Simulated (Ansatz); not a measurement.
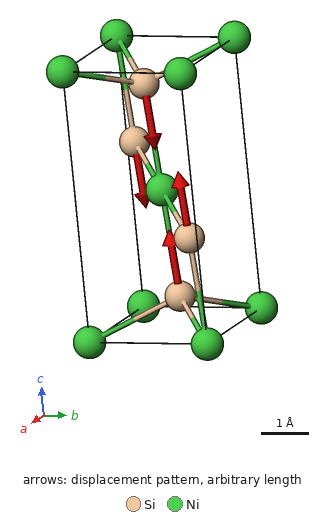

Lattice vibrations of a crystal of Si2Ni, space group Fm-3m (No. 225), at the zone centre of a doubled cell. The levels lie at 102 (×2), 265, 299 (×2), 309 (×3), 328, 329 (×2), 347 (×2), 348, 390 cm⁻¹. One mode is drawn. The red arrows are the displacements of the atoms (eigenvector over the root of the mass), of arbitrary overall length and sign. A ball-and-stick model of the cell of the calculation, seen slightly off an axis.

Level of theory: DFT PBEsol, scalar-relativistic, plane waves, PAW (Ansatz 0.2.0). (plane-wave cutoff 420 eV; k-point mesh 12 × 12 × 14; occupations gaussian; smearing width 0.15 eV; no spin polarisation)

**Which of these frequencies is the drawn mode's?**

The level at 390 cm⁻¹. This is a non-degenerate mode, the highest level (the three translations aside). The Ni atoms stay at rest; all motion is along [1 1 −3] of the drawn cell; atoms of one kind move against one another, with no net shift of their sublattice; it stretches the shortest Ni–Si bonds (2.33 Å). It changes sign from one half of the doubled cell to the other: it belongs to the zone boundary, q = (0, 0, 1/2) in the reciprocal vectors of the undoubled cell.

Limits of the set-up: an element that often carries a moment was run without spin polarisation.
